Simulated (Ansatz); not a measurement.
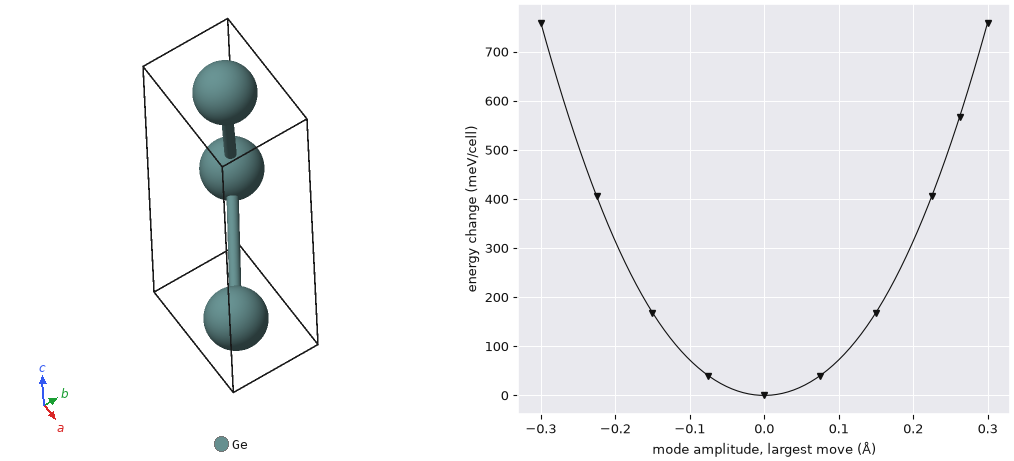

The picture above shows the energy change against mode amplitude for Ge, space group I4_1/amd (No. 141). The cell is drawn beside the plot.

The given structure:
```yaml
crystal:
  lattice:
    - [-2.57349, 2.57349, 1.40909]
    - [2.57349, -2.57349, 1.40909]
    - [2.57349, 2.57349, -1.40909]
  atoms:
    - { symbol: Ge, position: [0.25000, 0.75000, 0.50000] }
    - { symbol: Ge, position: [0.50000, 0.50000, 0.00000] }
```

Displacement pattern for amplitude 1 (x, y, z for each atom, in the order of the cell):
```csv
atom,x,y,z
Ge1,-0.71,-0.71,0.00
Ge2,0.71,0.71,0.00
```

Computed with Ansatz 0.2.0: a normal mode of the cell frozen into a crystal at growing amplitude, by plane-wave density functional theory with PAW datasets, free energies less that of the undisturbed cell, pressure positive in compression; scalar-relativistic. Level: r2SCAN, no spin polarisation.

wave cutoff 500 eV; k mesh 24×24×24; occupations Gaussian; smearing width 0.15 eV; k shift (0, 0, 0) (mesh steps); start relaxed.

The points at mode amplitude −0.225, −0.075, 0.15 and 0.3 follow from computed ones by symmetry.

From this curve and the settings, what does the calculation give for the force along the mode and pressure at the same points?

The force along the mode falls from 5.5 eV/Å at mode amplitude −0.3000 Å to −5.5 eV/Å at 0.3000 Å, and changes sign near 0.000 Å. The pressure goes from 12.3 GPa at mode amplitude −0.3000 Å to 12.3 GPa at 0.3000 Å, not monotonically, with a low of 0.0 GPa at 0.0000 Å.

```
mode amplitude, largest move (Å)  force along the mode (eV/Å)  pressure (GPa)
                         -0.3000                          5.5            12.3
                         -0.2250                          3.9             7.0
                         -0.1500                          2.4             3.1
                         -0.0750                          1.1             0.7
                          0.0000                          0.0             0.0
                          0.0750                         -1.1             0.7
                          0.1500                         -2.4             3.1
                          0.2250                         -3.9             7.0
                          0.2625                         -4.7             9.5
                          0.3000                         -5.5            12.3
```
